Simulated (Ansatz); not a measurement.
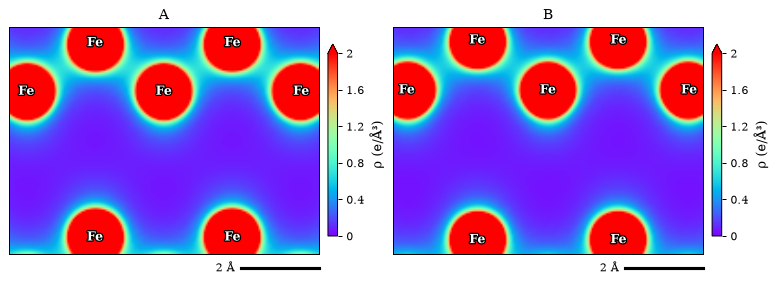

Fe. The valence electron density of two cells that differ in size, on the (11̄0) plane of each (indices in the axes of the calculation cell), at one length scale and on one colour scale; one has 15.4 and the other 16.7 Å³ an atom.

Method: Ansatz 0.2.0, DFT, r2SCAN, plane waves (500 eV) with PAW, scalar-relativistic.

Core electrons are frozen (PAW), and the valence fields are smoothed inside the atomic spheres.

The larger cell:

```yaml
crystal:
  lattice:
    - [0.00000, 2.55543, 2.55543]
    - [2.55543, 0.00000, 2.55543]
    - [2.55543, 2.55543, 0.00000]
  atoms:
    - { symbol: Fe, position: [0.12500, 0.12500, 0.12500] }
    - { symbol: Fe, position: [0.87500, 0.87500, 0.87500] }
```

The smaller cell: a = 3.519 Å, b = 3.519 Å, c = 3.519 Å, α = 60.00°, β = 60.00°, γ = 60.00°.

> Which panel shows the smaller cell, and what does the compression change?

Panel A is the smaller cell, by 8 % in volume. From the larger cell to the smaller, Fe–Fe goes from 2.21 to 2.15 Å, and the density at its midpoint from 0.6 to 0.69 e/Å³; the pressure goes from −6 to −6 GPa; the largest moment (Fe) goes from 2.3 to 1.7 μB.
